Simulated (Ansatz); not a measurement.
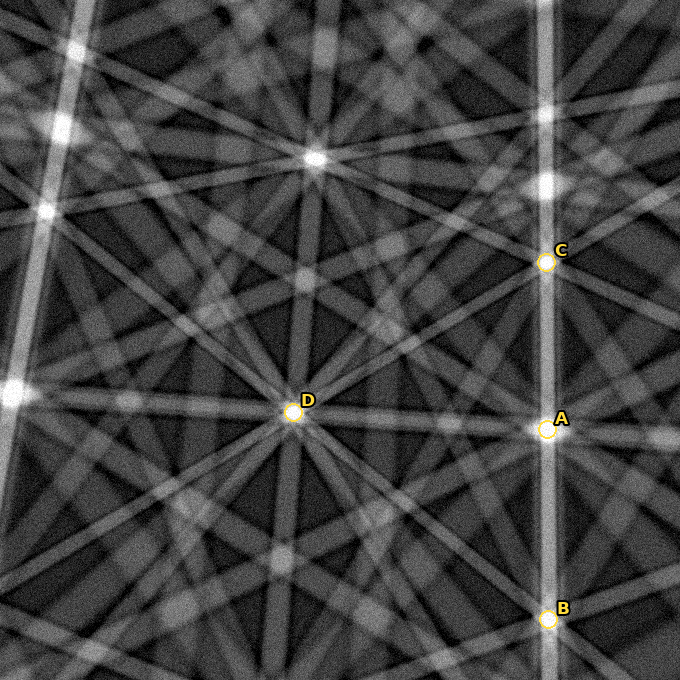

Simulated Kikuchi (electron backscatter) pattern at 15 kV: kinematic bands of width 2θ(Bragg) in gnomonic projection, seen from the camera side; the frame spans ±37° from its centre. Crystal: Rb, space group P6/mmm (No. 191), a = 8.369 Å, c = 5.008 Å (hexagonal axes). Structure: the input geometry of an electronic-structure calculation (not necessarily at equilibrium); the starting structure was generated, so it need not be a known form of this composition.

```cif
data_structure
_symmetry_space_group_name_H-M 'P6/mmm'
_symmetry_Int_Tables_number 191
_cell_length_a 8.3691
_cell_length_b 8.3691
_cell_length_c 5.0084
_cell_angle_alpha 90.000
_cell_angle_beta 90.000
_cell_angle_gamma 120.000
_cell_volume 303.80
loop_
_atom_site_label
_atom_site_type_symbol
_atom_site_symmetry_multiplicity
_atom_site_Wyckoff_symbol
_atom_site_fract_x
_atom_site_fract_y
_atom_site_fract_z
_atom_site_occupancy
Rb1 Rb 1 a 0.00000 0.00000 0.00000 1
Rb2 Rb 2 d 0.33333 0.66667 0.50000 1
```

Pole A is [210] and pole B is [21-1].

### Index the poles C and D.

C is [211], 19.1° from A and 38.1° from B. D is [100], 30.0° from A and 35.1° from B.

### Which band joins A and B, and how wide is it?

It comes from the planes common to both zones. The strongest order is 1 -2 0 with d = 4.185 Å, so the band is 2θ = 1.4° wide (λ = 0.0994 Å). Other orders of the same planes (2 -4 0, 3 -6 0) lie on the same centre line with other widths.
